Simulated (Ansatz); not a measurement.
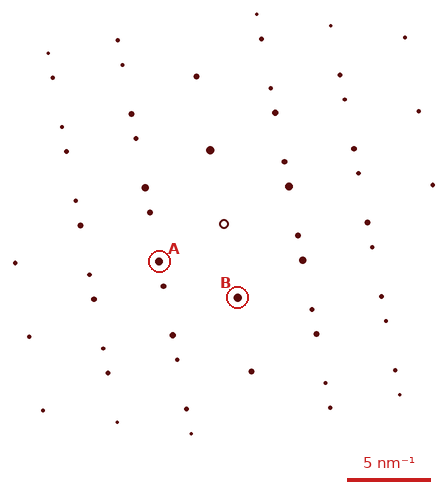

Simulated selected-area electron diffraction pattern (120 kV, kinematic approximation, thin crystal, B = 0.5 Å² for all atoms). Two individuals of a reflection twin are superposed (a geometric construction: whether this twin forms is not tested; the second individual is smaller and so fainter). Crystal: Rh, space group Fm-3m (No. 225), a = 3.83 Å, zone axis [110]. Structure: the geometry relaxed with DFT PBE, scalar-relativistic, plane waves, PAW (Ansatz 0.2.0); the starting structure was generated, so it need not be a known form of this composition.

In the first individual spot A is -1 1 -1 and spot B is -1 1 1.

### Find the twin plane.

(1-1-1). The spot positions of the combined pattern are mirror-symmetric about the row through 1 -1 -1 (d = 2.211 Å), which both individuals share, while a single individual has only symmetry 2mm without that mirror line. Friedel's law adds the mirror line at right angles, so a twin on (1-12) would give the same picture; the more widely spaced plane was used.

### Which other reflections coincide?

Off the common row, 2 -2 4 and their kin fall on spots of the second individual; about 18 % of the first individual's visible spots are shared.
